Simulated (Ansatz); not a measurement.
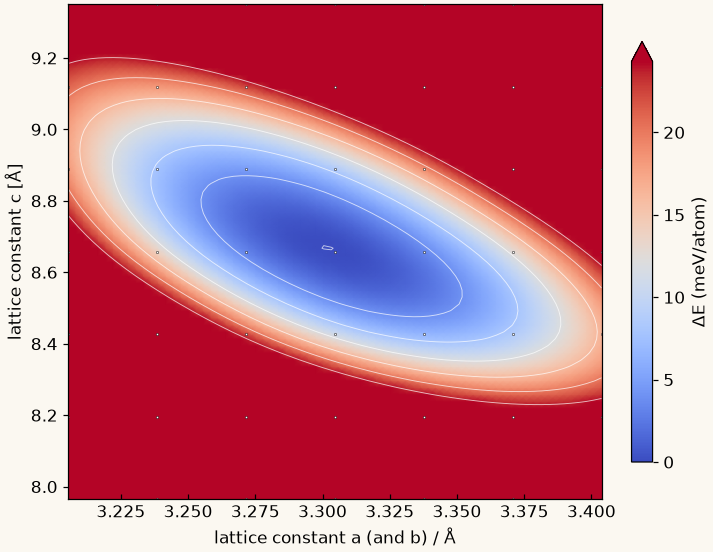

AlAu₂ (I4/mmm, No. 139; 3 atoms in the cell). The energy is mapped over the lattice constants a and c of the conventional cell. Coordinates scanned: (1) lattice constant a (and b); (2) lattice constant c. Nothing is relaxed (fractional coordinates fixed). The grid has 7 × 7 points. Energies are in meV/atom, from the lowest grid point. All numbers below come from DFT LDA, scalar-relativistic, plane waves, PAW in Ansatz 0.2.0. Settings: cutoff 420 eV, k-mesh 16×16×16, gaussian smearing 0.15 eV, no spin polarisation.

The picture shows a smooth colour map with a few white contour lines, dots at the grid points, one colour for all values above the top of the scale. Between grid points the surface is interpolated.

**Where is the minimum, and how stiff is the well along each coordinate?**

The interpolated minimum is at lattice constant a (and b) ≈ 3.302 Å, lattice constant c ≈ 8.669 Å. The curvatures there are about 18 eV/Å² and 1.1 eV/Å², with a cross term of about 2.9 eV/Å² (per cell of 3 atoms). Round the minimum the valley is strongly tilted: raising lattice constant a (and b) shifts the best value of lattice constant c downwards (coupling k₁₂/√(k₁₁k₂₂) about 0.7).
